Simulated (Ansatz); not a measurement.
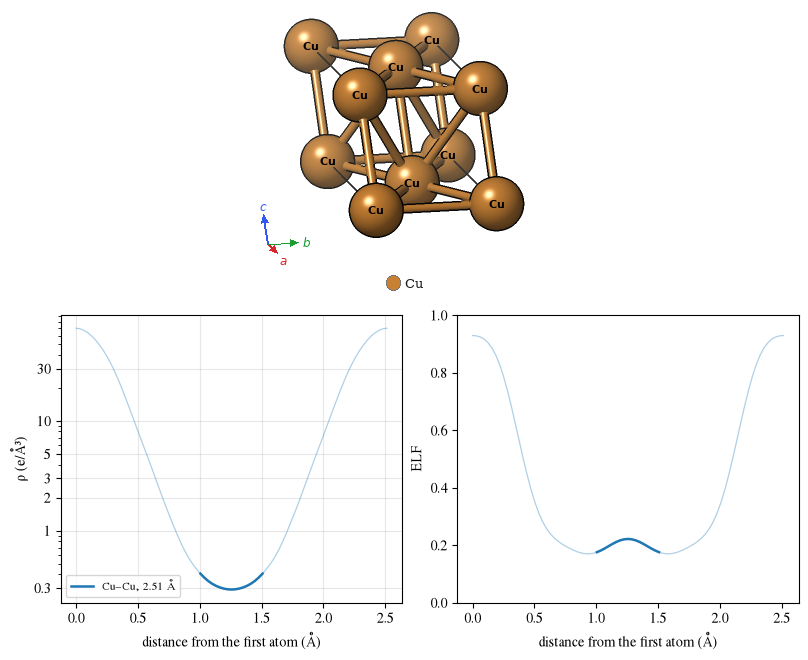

Cu. Valence electron density and electron localisation function along straight lines between neighbouring atoms. Thin, pale parts lie inside the atomic spheres. The structure is drawn too.

Space group C2/m.

Computed with Kohn-Sham DFT of a periodic cell, PBEsol, Ansatz PAW (Ansatz 0.2.0).

The density is the valence pseudo-density of a PAW calculation; it isn't the true density close to the nuclei.

The calculation's input:

```
crystal:
  lattice:
    - [-0.00442558, 1.78843077, 1.83853466]
    - [1.82290694, -0.01748676, 1.85159583]
    - [1.78281821, 1.76140322, 0.02260197]
  atoms:
    - { symbol: Cu, position: [0.0, 0.0, 0.0] }
hamiltonian:
  xc: pbesol
  pseudopotentials: { kind: paw }
kpoints:
  mp_grid: { grid: [13, 12, 13] }
scf:
  occupations: { method: fermi_dirac, width: 0.05 }
output:
  forces: true
  stress: true
  eigenvalues: true
  write_density: true
  write_potential: true
  elf: true
  volumetric_format: npy
relax:
  f_tol: 0.01
  max_steps: 40
  cell: { stress_tol: 0.05 }
```

Launched as:

```sh
ansatz run input.yaml --threads 2 --pin off --max-ram 5632MiB --backend cpu --events-out ev --progress --plain --runs-dir out
```

Below, planes, directions and counts refer to the conventional cell (a = 4.35 Å, b = 2.51 Å, c = 2.53 Å, α = 90.00°, β = 125.21°, γ = 90.00°).

The fields are those of the run's last geometry, not of the input's.

What can be read from the curves?

Cu–Cu (2.51 Å): ρ is about 0.29 e/Å³ halfway; the ELF is about 0.20 at the midpoint; no localised pair shows between them.
